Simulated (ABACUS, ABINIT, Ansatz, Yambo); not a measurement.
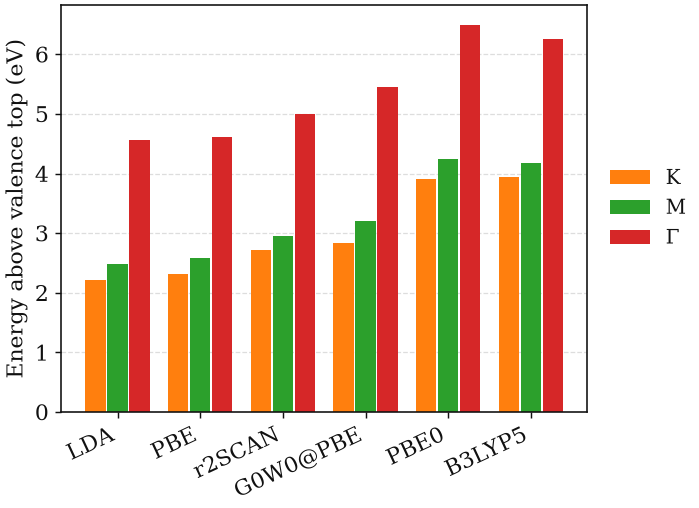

Lowest conduction level at each named k point, counted from the valence-band top at Γ, by several methods on one cell of wurtzite SiC, space group P6_3mc, 4 atoms in the cell; a = 3.076 Å, c = 5.048 Å (hexagonal axes). All runs are without spin-orbit coupling and carry no moments. The cell is at 4 GPa in PBE.

**How do the methods rank at K?**

From low to high: LDA 2.21, PBE 2.32, r2SCAN 2.72, G0W0@PBE 2.84, PBE0 3.91, B3LYP5 3.94 eV. Too close to rank are r2SCAN against G0W0@PBE (different programs, potentials, meshes and cutoffs) and PBE0 against B3LYP5.

**Do the methods agree on which of these conduction levels is lowest?**

Yes: all put it at K.

| method | program | K (eV) | M (eV) | Γ (eV) |
| --- | --- | --- | --- | --- |
| LDA | ABINIT | 2.21 | 2.49 | 4.56 |
| PBE | Ansatz | 2.32 | 2.59 | 4.61 |
| r2SCAN | ABACUS | 2.72 | 2.96 | 5.00 |
| G0W0@PBE | Yambo | 2.84 | 3.21 | 5.46 |
| PBE0 | Ansatz | 3.91 | 4.25 | 6.50 |
| B3LYP5 | Ansatz | 3.94 | 4.18 | 6.26 |

Settings. LDA: JTH PAW LDA v2.0, 6×6×3 k mesh, 544 eV cutoff, Fermi-Dirac smearing of 0.05 eV (ABINIT). PBE: Ansatz PAW, 6×6×3 k mesh, 420 eV cutoff, Fermi-Dirac smearing of 0.05 eV (Ansatz). r2SCAN: SG15 ONCV 1.2 PBE, 6×6×3 k mesh, 1293 eV cutoff, Fermi-Dirac smearing of 0.05 eV (ABACUS 3.10.1). G0W0@PBE: PBE, SG15 PBE 1.2, 6×6×4 k mesh, 952 eV cutoff, fixed occupations (Yambo), G0W0 with frequency dependence of W plasmon pole, bands in the response 58, bands in the self-energy 58, cutoff of the response matrix 8 Ry and cutoff of exchange and Vxc 70 Ry. PBE0: Ansatz PAW, 6×6×3 k mesh, 420 eV cutoff, Fermi-Dirac smearing of 0.05 eV (Ansatz 0.2.0). B3LYP5: Ansatz PAW, 6×6×3 k mesh, 420 eV cutoff, Fermi-Dirac smearing of 0.05 eV (Ansatz 0.2.0).

These are six of the 64 methods that were run on this cell. Runs that lie over 0.07 eV from the median of the programs for their method weren't drawn. The runs come from different programs and meshes, which adds differences of its own. LDA, GGA and most meta-GGA functionals understate gaps. PBE0 and B3LYP5: the k mesh is thin for exact exchange. PBE0 and B3LYP5: the PAW data sets were made with another functional. r2SCAN: the potentials were made for another functional. G0W0@PBE: the screening block or the number of bands is too small for a converged GW gap. G0W0@PBE: the k mesh is thin for GW. The GW values are at finite bands, cutoffs and mesh, short of the basis limit.
